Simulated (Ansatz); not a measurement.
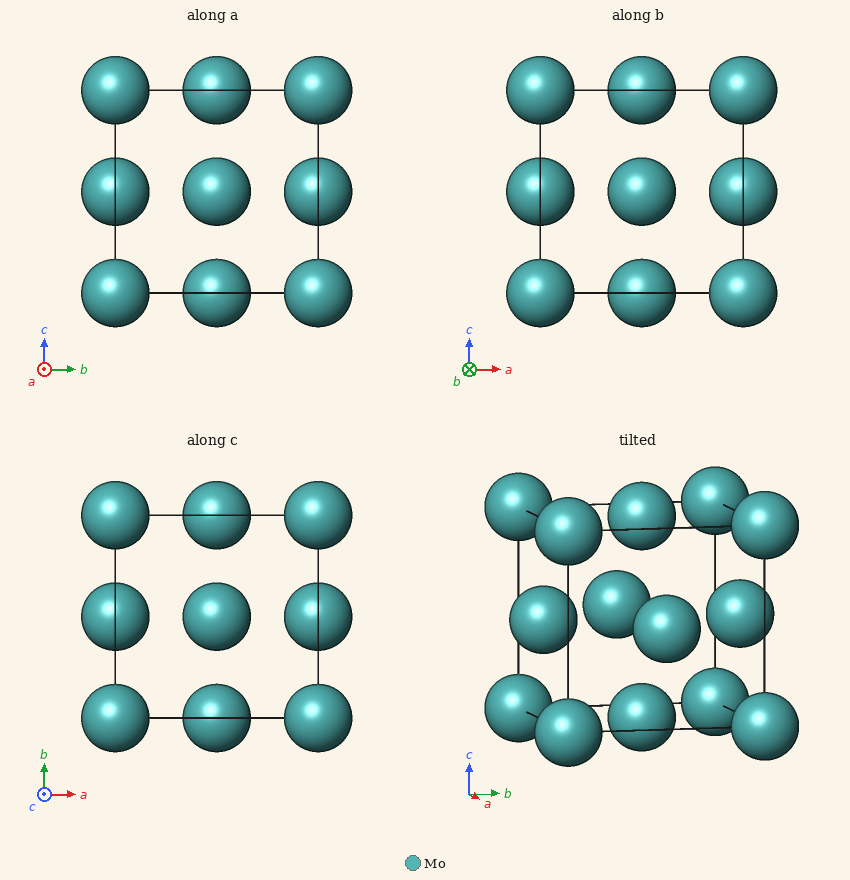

Spheres-only representation of a periodic structure, projected along the a axis, along the b axis, along the c axis and slightly off an axis. One conventional unit cell is framed, with atoms on its boundary repeated.

Lattice parameters: a = 4.081 Å, b = 4.081 Å, c = 4.081 Å, α = 90.00°, β = 90.00°, γ = 90.00°. Put a along x and b in the xy plane.

Q: Give the atomic positions as a POSCAR file.

A:
```
Mo
1.0
     4.081    0.000    0.000
     0.000    4.081    0.000
     0.000    0.000    4.081
Mo
4
Direct
  0.0000 0.0000 0.0000
  0.0000 0.5000 0.5000
  0.5000 0.0000 0.5000
  0.5000 0.5000 0.0000
```

It goes back to a structure type filled with this element by a generator (whether the element takes this form wasn't checked). The cell was then strained or its atoms displaced on purpose. It was run through Ansatz as a DFT input.

At this level of theory the cell isn't at rest (stretched, at -12 GPa), so its distances can differ from those at equilibrium, the more so the softer the solid.
